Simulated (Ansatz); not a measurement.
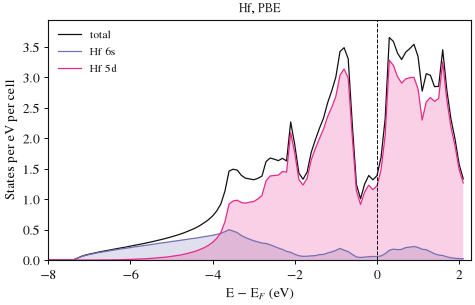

Density of states. Energies are counted from the Fermi level. The partial curves are projected on Löwdin-orthogonalised atomic shells.

Structure: Hf, space group P6_3/mmc (No. 194), 2 atoms in the cell.

Level of theory: DFT PBE, scalar-relativistic, plane waves, PAW, no spin polarisation, 15×15×8 k mesh, Gaussian smearing of 0.1 eV; code Ansatz 0.2.0.

### Metal or insulator, and how many states lie at the Fermi level?

It is a metal. The density of states at the Fermi level isn't well fixed here: it changes fast, and within 0.3 eV it runs from 1.2 to 3.7 per eV and cell.

### What carries the states at the Fermi level?

By projected weight, the states within 0.3 eV of the Fermi level are Hf 5d almost alone.

Spin-orbit coupling is left out, which matters for Hf.
